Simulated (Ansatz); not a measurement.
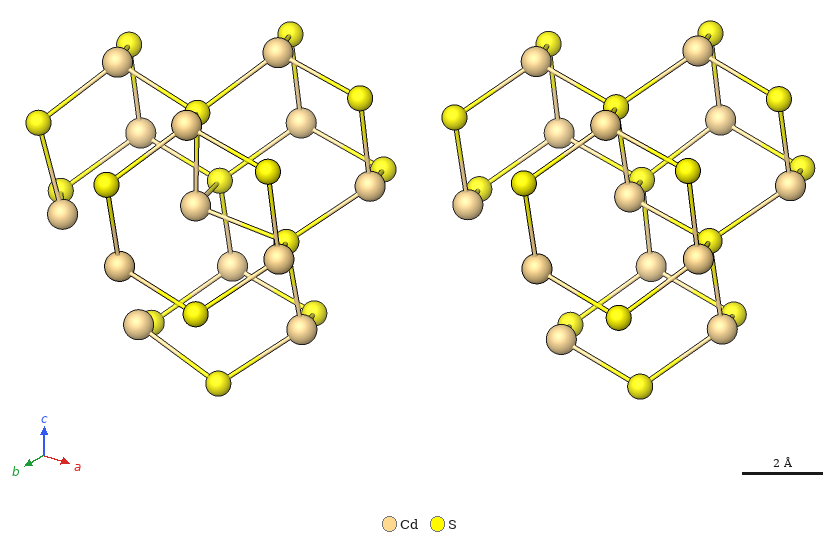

Two geometries of a defect cell of composition Cd₃₂S₃₁, drawn at one scale. One is the start of a relaxation, the other its converged end. A ball-and-stick model of the atoms within 5.0 Å of the atom that moves most (axes of the cell of the calculation (origin shifted)), seen from a free direction.

Theory: Ansatz 0.2.0, DFT, PBEsol, PAW, plane waves. Settings: plane-wave cutoff 420 eV; k-point mesh 1 × 1 × 1; mesh shifted by (0.25, 0.25, 0.25); no spin polarisation; atoms relaxed in a fixed cell; force threshold 0.03 eV/Å; at most 80 steps.

Q: Which geometry has the lower energy?

A: The left one is the relaxed one. The largest move is that of a Cd atom, 0.45 Å along [−1 1 −1]. By element the largest moves are Cd 0.45 Å, S 0.16 Å. The lattice vectors keep their values. Some distances before and after: Cd–S 2.453 → 2.581 Å, Cd–S 2.497 → 2.581 Å, Cd–S 2.497 → 2.553 Å, Cd–S 2.479 → 2.529 Å. Bond angles that change, for instance: Cd–S–Cd 107.9° → 119.7°, S–Cd–S 109.5° → 99.7°, Cd–S–Cd 110.3° → 120.0°. The energy falls by 0.857 eV per cell of the calculation in 4 geometry steps. The largest force component goes from 0.68 to 0.013 eV/Å.
